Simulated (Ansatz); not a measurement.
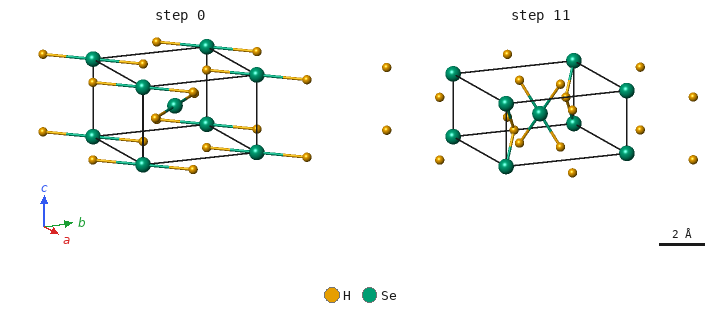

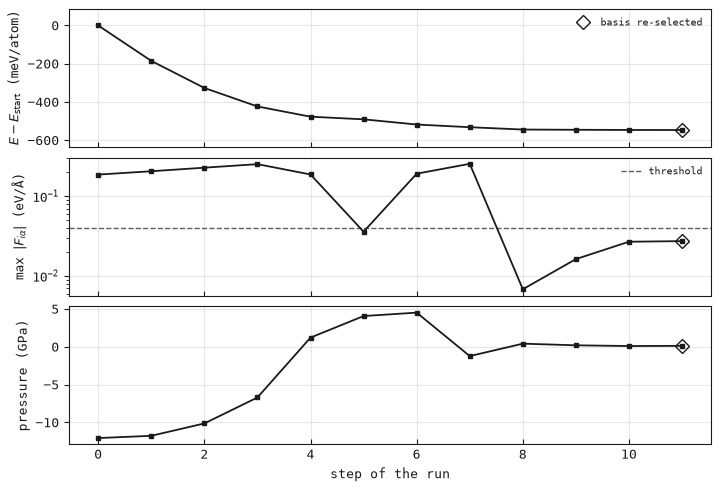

First and last geometry of a relaxation of crystalline H2Se (built on the rutile_136 type) (coarse preliminary run), with the history of the run. The picture is a ball-and-stick view of the cell of the calculation, seen slightly off an axis.

Case: rutile type (P4_2/mnm, No. 136).

Level of theory: DFT PBE, scalar-relativistic, plane waves, PAW in Ansatz 0.2.0. Set-up: plane-wave cutoff 420 eV; k-point mesh 4 × 4 × 6; occupations gaussian; smearing width 0.1 eV; no spin polarisation; cell and atoms relaxed; force threshold 0.04 eV/Å; at most 70 steps.

**What do the curves and the structures tell?**

It converged. The largest moves relative to the cell, 0.64 Å, are those of H atoms. Se stays in place. Cell: a = b 5.595 → 5.939 Å (+6.2 %), c 3.604 → 2.918 Å (−19.0 %). Volume −8.8 %. Some distances before and after: H–Se 2.421 → 3.210 Å, Se–Se 3.604 → 2.918 Å, H–Se 2.367 → 1.763 Å. New bonds form: H–Se (2.37 → 1.76 Å). The space group stays P4_2/mnm (No. 136). The energy falls by 546 meV per atom in 10 accepted moves (11 points after the start). Largest force component: 0.19 eV/Å at the start, 0.027 eV/Å at the end. The pressure goes from −12.06 to 0.13 GPa. The SCF was repeated once at an unchanged geometry on a basis and grid sized afresh for the cell, which shifted the energy by 0.2 meV per atom at most. Cost: 22 s on 1 thread of Intel(R) Xeon(R) 6975P-C (Granite Rapids), on a shared host, peak memory 0.4 GiB.
